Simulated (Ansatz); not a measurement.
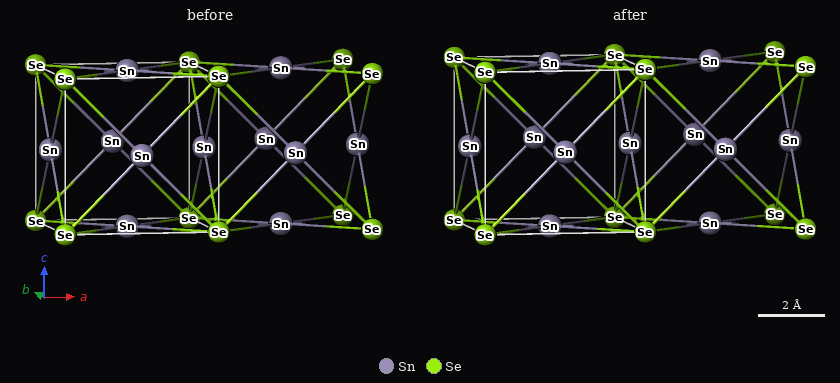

Left: a symmetric starting cell of Sn3Se. Right: the same structure after one change, at the same scale. A ball-and-stick model of the cell of the calculation, repeated 2 × 1 × 1 with one cell outlined, seen from a free direction.

Level of theory: DFT PBEsol, scalar-relativistic, plane waves, PAW in Ansatz 0.2.0. Settings: plane-wave cutoff 420 eV; k-point mesh 10 × 10 × 10; occupations gaussian; smearing width 0.1 eV; no spin polarisation.

**What was changed?**

All lengths are scaled by +4.3 % (volume +13.5 %), the atoms keeping their fractional coordinates. No relaxation follows. The starting cell wasn't computed here and needn't be at equilibrium, so pressure and forces aren't due to the change alone.

**How do the computed properties respond?**

The pressure is −6.7 GPa (not all of it need come from the change, since the unchanged cell can be under pressure at this level too). All forces vanish by symmetry. Among the bonded contacts that change: Se–Sn 3.353 → 3.498 Å. The space group stays Pm-3m (No. 221).
